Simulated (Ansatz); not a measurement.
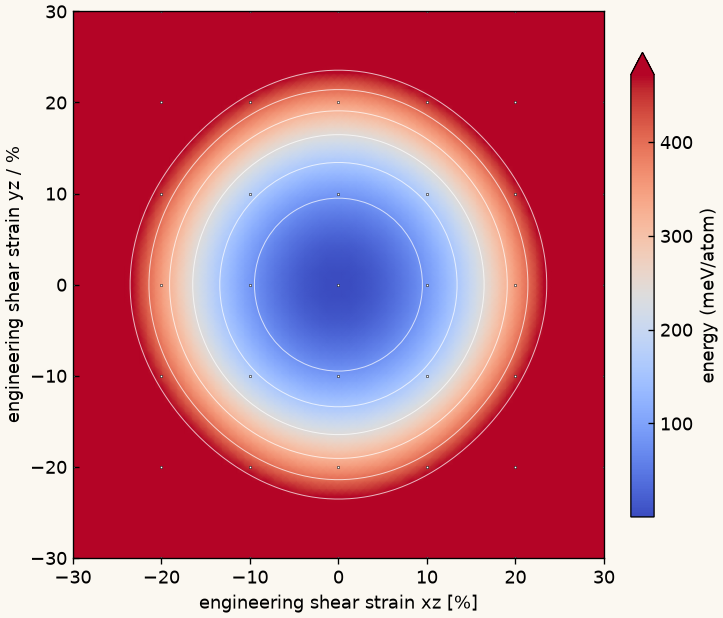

Pt (Im-3m, No. 229; 1 atom in the cell). The energy is mapped over two homogeneous strains (x, y and z along the cube axes). First axis: engineering shear strain xz. Second axis: engineering shear strain yz. Nothing is relaxed (symmetry fixes all fractional coordinates). The grid has 7 × 7 points; 10 points were computed and 39 follow by symmetry. Points are written as (first, second). Energies: meV/atom, counted from the lowest grid point. Level of theory: DFT LDA, scalar-relativistic, plane waves, PAW in Ansatz 0.2.0. Settings: cutoff 420 eV, k-mesh 20×20×20, gaussian smearing 0.15 eV, no spin polarisation.

Drawn: a smooth colour map with a few white contour lines, dots at the grid points, one colour for all values above the top of the scale. Between grid points the surface is interpolated.

**Where is the minimum, and how stiff is the crystal against these two strains (in GPa)?**

The interpolated minimum is at 0.0 % and 0.0 %. Divided by the cell volume of 14.9 Å³, the second derivatives of the energy there are about 190 GPa along the first strain and 190 GPa along the second, with a cross term of about 0 GPa (clamped ions). Round the minimum the contours are nearly round: the two directions are equally stiff and uncoupled.

PAW datasets: the set soft_1.
